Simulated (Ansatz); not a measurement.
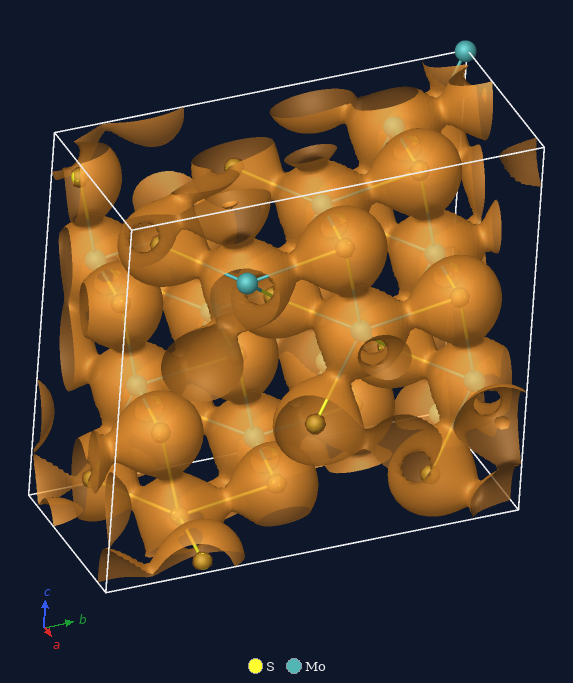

The picture shows: Mo4S9 (cell with a defect). Isosurface of the valence charge density (pseudo) at 0.5 e/Å³ (orange), seen slightly off an axis. Sticks mark near contacts.

Computed without spin polarisation.

The calculation used DFT PBE, scalar-relativistic, plane waves, PAW (Ansatz).

The density is the valence pseudo-density of a PAW calculation; it isn't the true density close to the nuclei.

What does this surface tell about the bonding?

At this value the density is joined into sheets; it holds about 70 % of the electrons treated as valence (semicore included). It bridges the sampled S–S (2.37 Å) and Mo–S (2.40 Å) contacts, where the density stays above the isovalue. On the grid the lowest density along these lines, outside the cores, is 0.58 e/Å³ (S–S, 2.37 Å) and 0.61 e/Å³ (Mo–S, 2.40 Å).
